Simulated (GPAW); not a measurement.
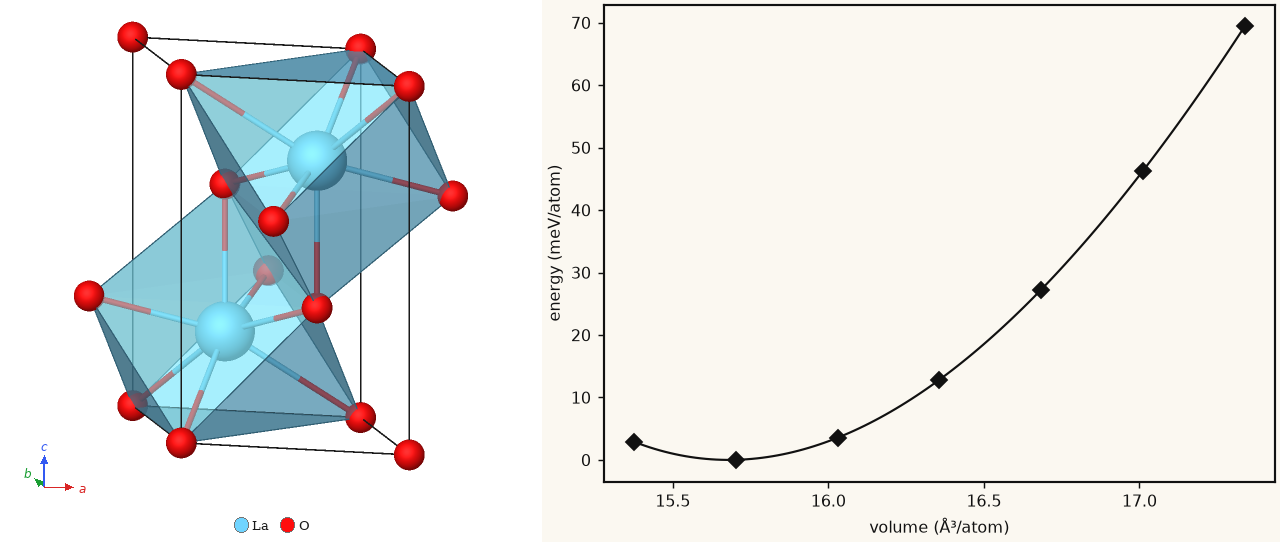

Plotted: energy against volume for La₂O₃, space group P-3m1 (No. 164). The conventional cell is drawn beside the plot.

Structure:
```
CELL_PARAMETERS angstrom
3.93078 0.00000 0.00000
-1.96539 3.40415 0.00000
0.00000 0.00000 6.11195
ATOMIC_POSITIONS crystal
La 0.33333 0.66667 0.24624
La 0.66667 0.33333 0.75376
O 0.00000 0.00000 0.00000
O 0.33333 0.66667 0.64589
O 0.66667 0.33333 0.35411
```

Method: PAW DFT in plane waves, on a grid or in atomic orbitals, no spin polarisation; energies at scaled volumes of the given cell, shape and fractions fixed, counted from the fit's minimum, third-order Birch-Murnaghan fit (GPAW 26.7.0). Level: LDA.

- k mesh: 5×5×3
- occupations: Fermi–Dirac
- smearing width: 0.05 eV
- potentials: GPAW PAW data sets (gpaw data 1.2.1)
- wave cutoff: 800 eV
- program settings: basis pw

This calculation gives: equilibrium volume 15.68 Å³/atom and bulk modulus 152 GPa.

Now the level changes from LDA to r2SCAN. What happens?

The equilibrium volume rises from 15.68 to 16.48 Å³/atom (+5.1 %) and the bulk modulus falls from 152 to 139 GPa (−8.6 %).

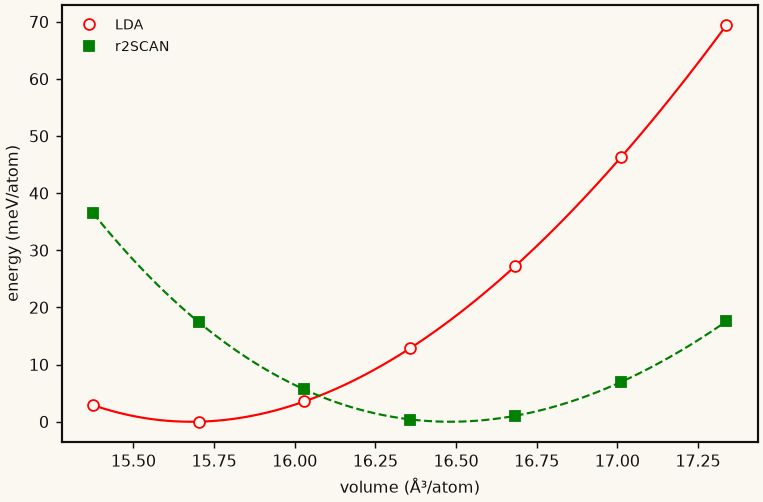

The two results together.

For LDA, limits of the calculation: compensation charges of f shells cut short; shape and atomic fractions are frozen while scaling, which makes layered, chain and framework solids too stiff.

For r2SCAN, limits of the calculation: compensation charges of f shells cut short; shape and atomic fractions are frozen while scaling, which makes layered, chain and framework solids too stiff.

V0 and the bulk modulus come from third-order Birch–Murnaghan fits.
